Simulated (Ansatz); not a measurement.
## Geometry relaxation, with input and output: Cu (part 1 of 2)

The run: geometry relaxation of Cu (I4/mmm, 1 atom in the cell). Method and program: DFT PBE, scalar-relativistic, plane waves, PAW, no spin polarisation (Ansatz 0.2.0).

The structure derives from a Materials Project entry.

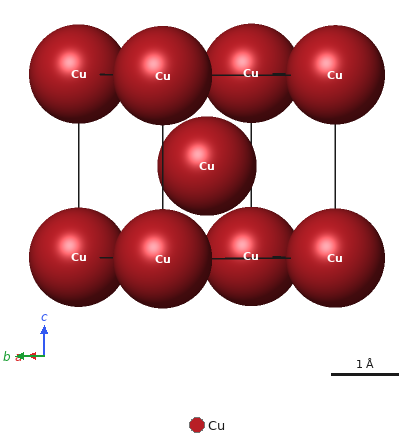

**Figure 1.** The structure as given in the input (spheres-only view of the cell 2 times as large as that of the calculation, set on its symmetry axes, seen at an oblique angle).

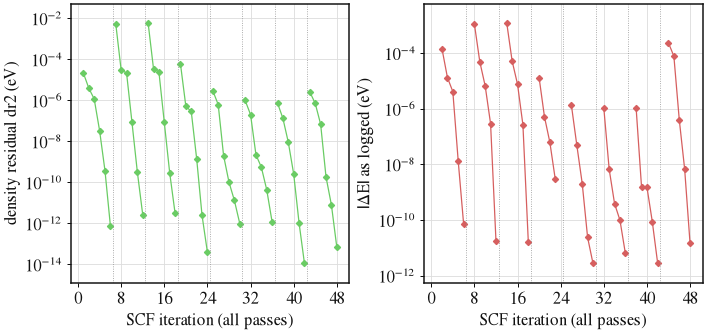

**Figure 2.** Convergence of the self-consistent field: density residual dr2 and size of the energy change against the SCF iteration. The dotted lines part the SCF passes of the relaxation: geometry steps, rejected trials and re-solves on a re-selected basis. The 8 passes take 6 iterations each, 48 in all.

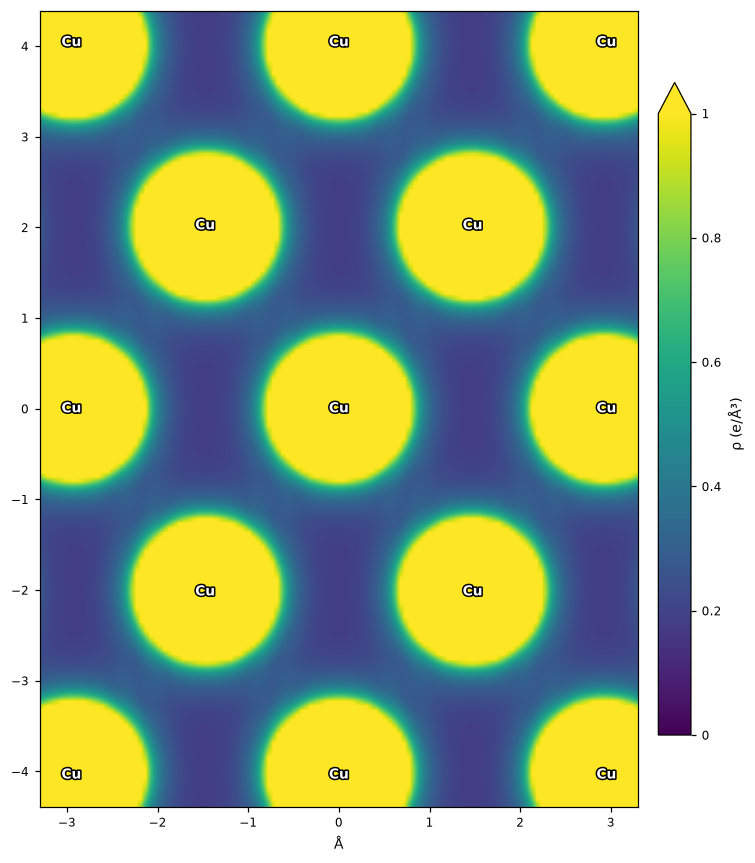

**Figure 3.** Valence charge density (pseudo) on the (101) plane of the conventional cell. Cu–Cu (2.50 Å): ρ is about 0.28 e/Å³ halfway. Away from the nuclei the density in this plane falls to 0.18 e/Å³ at its lowest. Core electrons are frozen (PAW), so the fields are smoothed inside the atomic spheres.

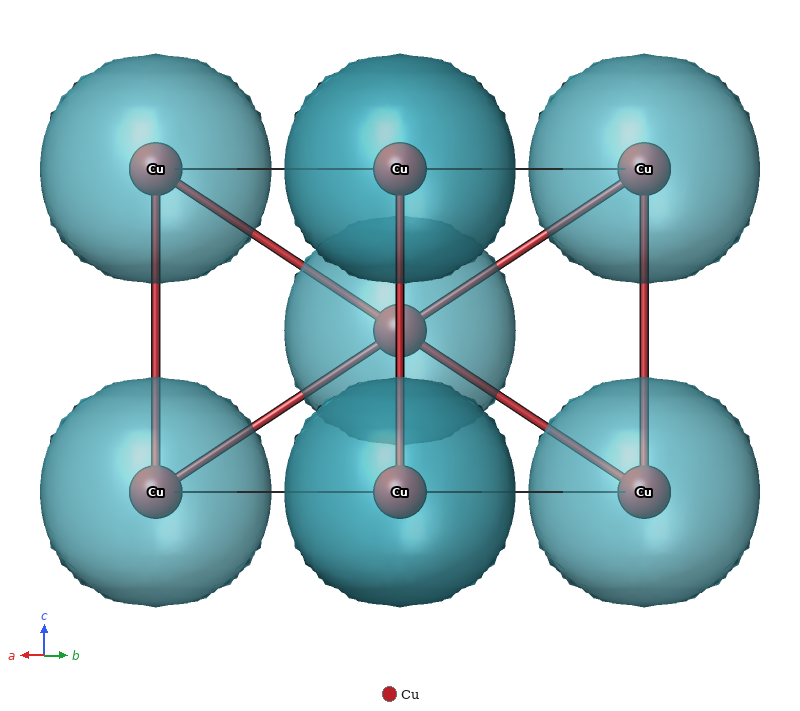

**Figure 4.** Isosurface of the valence pseudo-density at 0.4 e/Å³ (cyan), seen along [110]. Sticks mark near contacts. The outline is the cell set on symmetry axes. At this value the density breaks into separate islands; it holds about 90 % of the electrons treated as valence (semicore included). It is pinched off along the Cu–Cu (2.50 Å) and Cu–Cu (2.76 Å) contacts. On the grid the lowest density along these lines, outside the cores, is 0.28 e/Å³ (Cu–Cu, 2.50 Å) and 0.22 e/Å³ (Cu–Cu, 2.76 Å).

These pictures come from the run below.

### The input
```yaml
crystal:
  lattice:
    - [-1.44279332, 1.44279332, 1.37608145]
    - [1.44279332, -1.44279332, 1.37608145]
    - [1.44279332, 1.44279332, -1.37608145]
  atoms:
    - { symbol: Cu, position: [0.0, 0.0, 0.0] }
basis:
  ecutwfc: 420
kpoints:
  mp_grid: { grid: [20, 20, 20] }
hamiltonian:
  xc: pbe
scf:
  occupations: { method: gaussian, width: 0.1 }
output:
  forces: true
  stress: true
  eigenvalues: true
  write_density: true
  write_potential: true
  elf: true
  volumetric_format: npy
relax:
  adjacent_minimum: "off"
  f_tol: 0.005
  max_steps: 80
  cell: { stress_tol: 0.05 }
```

Launch command:
```bash
ansatz run input.yaml --threads 1 --pin off --max-ram 2560MiB --backend cpu --events-out ev --progress --plain --runs-dir out
```

### Output
```
Engine: ansatz 0.2.0, x86_64-unknown-linux-gnu
Pseudopotentials: kind: paw
Pseudopotential: Cu, paw, valence charge 19, recommended cutoff 420 eV (normal), Cu.paw.azcp
Functional definition: PBE
  parameter kappa = 0.804
  parameter beta = 0.06672455060314922
  exchange = pbe_x(kappa = kappa, mu = beta*pi^2/3)
  correlation = pbe_c(beta = beta)
Crystal: 1 atoms, lattice volume = 11.458 Å³
Basis set: ecut = 420 eV, 225 PW (Γ), exchange–correlation on 36×36×36 points (8 copies of the dense FFT grid, shifted against one another)
Bands: 14, of which v1, the nominal top of the filled ones, is band 10 counted from 1 (9 counted from 0)
Symmetry: 16 space group operations
Space group: I4/mmm (ITA 139), of the structure as read, at distance tolerance 2.3e-5 Å
k-points: 641 of 8000
Non-local potential: Cu, projectors of the file, l = 0: 3, l = 1: 2, l = 2: 3, l = 3: 1
PAW form: soft (Blöchl's): semilocal exchange-correlation on the pseudo side does not see the compensation charge
PAW one-centre angular grid: Cu, 590 points (default); XC on 64 Gauss nodes
Initial density: superposition of atomic densities (neutral atoms: chi_scale 0, normalization atom), corrected by the library's trained network
Initial wavefunctions: pseudopotential atomic-orbital guess
Functional: x = pbe(κ = 0.804, μ = 0.2195149727645171), c = pbe(β = 0.06672455060314922)
SCF iter   1: F=—  HF=-6625.125161 eV  |F-HF|=—  |Δ(HF+E_count)|=         —  Δρ=9.49e-4  dr2=2.10e-5  ethr=1.77e-3  ⟨swp⟩=5.4  Hψ=44990  notcnv=0
preconditioner: auto → none  [metal: Δε(μ)=0.009 eV  Ē_g=17.583 eV  σ=0.100 eV  W_gap=0.05  n_scr=0 (ndim 8)  ℏωp=36.4 eV  f_vac=0.000  D(μ)=0.44/eV (n_scr^D=0)]
SCF iter   2: F=—  HF=-6625.125300 eV  |F-HF|=—  |Δ(HF+E_count)|=   1.40e-4  Δρ=4.29e-4  dr2=3.90e-6  ethr=1.10e-7  ⟨swp⟩=3.0  Hψ=22456  notcnv=0
SCF iter   3: F=—  HF=-6625.125314 eV  |F-HF|=—  |Δ(HF+E_count)|=   1.32e-5  Δρ=2.29e-4  dr2=1.16e-6  ethr=2.05e-8  ⟨swp⟩=2.0  Hψ=12222  notcnv=0
iter 4 did not close the SCF: its close was put off for the readings that it lacked (scf_convergence_deferred on its scf_iter line)
SCF iter   4: F=-6625.125318 eV  HF=-6625.125318 eV  |F-HF|=4.51e-9  |Δ(HF+E_count)|=   4.12e-6  Δρ=2.49e-5  dr2=3.33e-8  ethr=6.11e-9  ⟨swp⟩=2.0  Hψ=11926  notcnv=0
iter 5 did not close the SCF: its close was put off for the readings that it lacked (scf_convergence_deferred on its scf_iter line)
SCF iter   5: F=-6625.125318 eV  HF=-6625.125318 eV  |F-HF|=5.01e-10  |Δ(HF+E_count)|=   1.31e-8  Δρ=2.93e-6  dr2=3.69e-10  ethr=1.75e-10  ⟨swp⟩=2.2  Hψ=12091  notcnv=0
SCF iter   6: F=-6625.125318 eV  HF=-6625.125318 eV  |F-HF|=1.82e-12  |Δ(HF+E_count)|=  7.28e-11  Δρ=1.80e-7  dr2=7.78e-13  ethr=1.94e-12  ⟨swp⟩=4.9  Hψ=46438  notcnv=0
SCF 1 converged in 6 iterations: F = -6625.125318 eV  dr2 = 7.78e-13
  greatest PAW one-centre occupation: 1.000 electrons in one spin orbital (limit 2), on the Cu atom at site 0 (counted from 0), in its partial waves of l = 0
relax step   1: F+E_penalty+E_count = -6625.12531771 eV  Δ(F+E_penalty+E_count) = +0.000e0 eV  max|allowed force component| = 0.000e0 eV/Å  Δτ_max = 0.0000 Å  P = +7.291 GPa  Ω = 11.458 Å³  (6 SCF iters, accepted)
Crystal: 1 atoms, lattice volume = 11.715 Å³
Initial density: handed on by an earlier stage of this run
Initial wavefunctions: those handed on with the density
iter 1 solved again at ethr=2.79e-5 eV; its pass at ethr=3.10e-3 eV (dr2=5.29e-3 eV) is discarded
SCF iter   1: F=—  HF=-6625.135023 eV  |F-HF|=—  |Δ(HF+E_count)|=         —  Δρ=8.41e-3  dr2=5.33e-3  ethr=2.79e-5  ⟨swp⟩=1.0  Hψ=58228  notcnv=0
preconditioner: auto → none  [metal: Δε(μ)=0.007 eV  Ē_g=17.386 eV  σ=0.100 eV  W_gap=0.04  n_scr=0 (ndim 8)  ℏωp=36.0 eV  f_vac=0.000  D(μ)=0.46/eV (n_scr^D=0)]
SCF iter   2: F=—  HF=-6625.133912 eV  |F-HF|=—  |Δ(HF+E_count)|=   1.11e-3  Δρ=6.72e-4  dr2=2.95e-5  ethr=2.79e-5  ⟨swp⟩=2.2  Hψ=12390  notcnv=0
SCF iter   3: F=—  HF=-6625.133863 eV  |F-HF|=—  |Δ(HF+E_count)|=   4.91e-5  Δρ=4.66e-4  dr2=2.17e-5  ethr=1.55e-7  ⟨swp⟩=2.0  Hψ=14552  notcnv=0
SCF iter   4: F=—  HF=-6625.133856 eV  |F-HF|=—  |Δ(HF+E_count)|=   6.62e-6  Δρ=5.39e-5  dr2=8.72e-8  ethr=1.14e-7  ⟨swp⟩=2.3  Hψ=12613  notcnv=0
iter 5 did not close the SCF: its close was put off for the readings that it lacked (scf_convergence_deferred on its scf_iter line)
SCF iter   5: F=-6625.133857 eV  HF=-6625.133857 eV  |F-HF|=2.73e-10  |Δ(HF+E_count)|=   2.92e-7  Δρ=1.93e-6  dr2=3.24e-10  ethr=4.59e-10  ⟨swp⟩=2.0  Hψ=15082  notcnv=0
SCF iter   6: F=-6625.133857 eV  HF=-6625.133857 eV  |F-HF|=2.73e-12  |Δ(HF+E_count)|=  1.82e-11  Δρ=1.99e-7  dr2=2.65e-12  ethr=1.71e-12  ⟨swp⟩=4.0  Hψ=39830  notcnv=0
SCF 2 converged in 6 iterations: F = -6625.133857 eV  dr2 = 2.65e-12
relax step   2: F+E_penalty+E_count = -6625.13385671 eV  Δ(F+E_penalty+E_count) = -8.539e-3 eV  max|allowed force component| = 0.000e0 eV/Å  Δτ_max = 0.0000 Å  P = +3.648 GPa  Ω = 11.715 Å³  energy of the carried Pulay correction = -2.183e-4 eV  (6 SCF iters, accepted)
Crystal: 1 atoms, lattice volume = 11.986 Å³
iter 1 solved again at ethr=3.07e-5 eV; its pass at ethr=3.10e-3 eV (dr2=5.84e-3 eV) is discarded
SCF iter   1: F=—  HF=-6625.138268 eV  |F-HF|=—  |Δ(HF+E_count)|=         —  Δρ=8.73e-3  dr2=5.89e-3  ethr=3.07e-5  ⟨swp⟩=1.0  Hψ=58322  notcnv=0
preconditioner: auto → none  [metal: Δε(μ)=0.006 eV  Ē_g=17.122 eV  σ=0.100 eV  W_gap=0.03  n_scr=0 (ndim 8)  ℏωp=35.6 eV  f_vac=0.000  D(μ)=0.47/eV (n_scr^D=0)]
SCF iter   2: F=—  HF=-6625.137055 eV  |F-HF|=—  |Δ(HF+E_count)|=   1.21e-3  Δρ=6.93e-4  dr2=3.48e-5  ethr=3.07e-5  ⟨swp⟩=2.1  Hψ=12341  notcnv=0
SCF iter   3: F=—  HF=-6625.137003 eV  |F-HF|=—  |Δ(HF+E_count)|=   5.19e-5  Δρ=4.90e-4  dr2=2.45e-5  ethr=1.83e-7  ⟨swp⟩=2.0  Hψ=14542  notcnv=0
SCF iter   4: F=—  HF=-6625.136996 eV  |F-HF|=—  |Δ(HF+E_count)|=   7.61e-6  Δρ=5.22e-5  dr2=8.41e-8  ethr=1.29e-7  ⟨swp⟩=2.2  Hψ=12561  notcnv=0
iter 5 did not close the SCF: its close was put off for the readings that it lacked (scf_convergence_deferred on its scf_iter line)
SCF iter   5: F=-6625.136996 eV  HF=-6625.136996 eV  |F-HF|=3.05e-10  |Δ(HF+E_count)|=   2.63e-7  Δρ=2.32e-6  dr2=2.95e-10  ethr=4.43e-10  ⟨swp⟩=2.0  Hψ=15083  notcnv=0
SCF iter   6: F=-6625.136996 eV  HF=-6625.136996 eV  |F-HF|=4.55e-12  |Δ(HF+E_count)|=  1.64e-11  Δρ=2.99e-7  dr2=3.15e-12  ethr=1.55e-12  ⟨swp⟩=4.2  Hψ=41877  notcnv=0
SCF 3 converged in 6 iterations: F = -6625.136996 eV  dr2 = 3.15e-12
relax step   3: F+E_penalty+E_count = -6625.13699591 eV  Δ(F+E_penalty+E_count) = -3.139e-3 eV  max|allowed force component| = 0.000e0 eV/Å  Δτ_max = 0.0000 Å  P = +0.286 GPa  Ω = 11.986 Å³  energy of the carried Pulay correction = -4.442e-4 eV  (6 SCF iters, accepted)
Crystal: 1 atoms, lattice volume = 12.014 Å³
iter 1 solved again at ethr=3.32e-7 eV; its pass at ethr=3.10e-3 eV (dr2=6.31e-5 eV) is discarded
SCF iter   1: F=—  HF=-6625.137057 eV  |F-HF|=—  |Δ(HF+E_count)|=         —  Δρ=8.81e-4  dr2=5.96e-5  ethr=3.32e-7  ⟨swp⟩=2.0  Hψ=57173  notcnv=0
preconditioner: auto → none  [metal: Δε(μ)=0.003 eV  Ē_g=17.038 eV  σ=0.100 eV  W_gap=0.02  n_scr=0 (ndim 8)  ℏωp=35.5 eV  f_vac=0.000  D(μ)=0.45/eV (n_scr^D=0)]
SCF iter   2: F=—  HF=-6625.137044 eV  |F-HF|=—  |Δ(HF+E_count)|=   1.32e-5  Δρ=9.09e-5  dr2=5.09e-7  ethr=3.14e-7  ⟨swp⟩=2.3  Hψ=12428  notcnv=0
SCF iter   3: F=—  HF=-6625.137043 eV  |F-HF|=—  |Δ(HF+E_count)|=   5.10e-7  Δρ=5.66e-5  dr2=2.87e-7  ethr=2.68e-9  ⟨swp⟩=2.0  Hψ=14451  notcnv=0
iter 4 did not close the SCF: its close was put off for the readings that it lacked (scf_convergence_deferred on its scf_iter line)
SCF iter   4: F=-6625.137043 eV  HF=-6625.137043 eV  |F-HF|=2.38e-9  |Δ(HF+E_count)|=   6.15e-8  Δρ=6.27e-6  dr2=1.45e-9  ethr=1.51e-9  ⟨swp⟩=2.3  Hψ=12493  notcnv=0
iter 5 did not close the SCF: its close was put off for the readings that it lacked (scf_convergence_deferred on its scf_iter line)
SCF iter   5: F=-6625.137043 eV  HF=-6625.137043 eV  |F-HF|=1.82e-12  |Δ(HF+E_count)|=   2.93e-9  Δρ=2.22e-7  dr2=2.49e-12  ethr=7.65e-12  ⟨swp⟩=2.0  Hψ=15007  notcnv=0
SCF iter   6: F=-6625.137043 eV  HF=-6625.137043 eV  |F-HF|=9.09e-13  |Δ(HF+E_count)|=    0.00e0  Δρ=3.38e-8  dr2=3.91e-14  ethr=1.00e-12  ⟨swp⟩=3.9  Hψ=35756  notcnv=0
SCF 4 converged in 6 iterations: F = -6625.137043 eV  dr2 = 3.91e-14
relax step   4: F+E_penalty+E_count = -6625.13704317 eV  Δ(F+E_penalty+E_count) = -4.726e-5 eV  max|allowed force component| = 0.000e0 eV/Å  Δτ_max = 0.0000 Å  P = -0.024 GPa  Ω = 12.014 Å³  energy of the carried Pulay correction = -4.672e-4 eV  (6 SCF iters, accepted)
Crystal: 1 atoms, lattice volume = 12.013 Å³
iter 1 solved again at ethr=4.67e-8 eV; its pass at ethr=3.10e-3 eV (dr2=8.87e-6 eV) is discarded
```
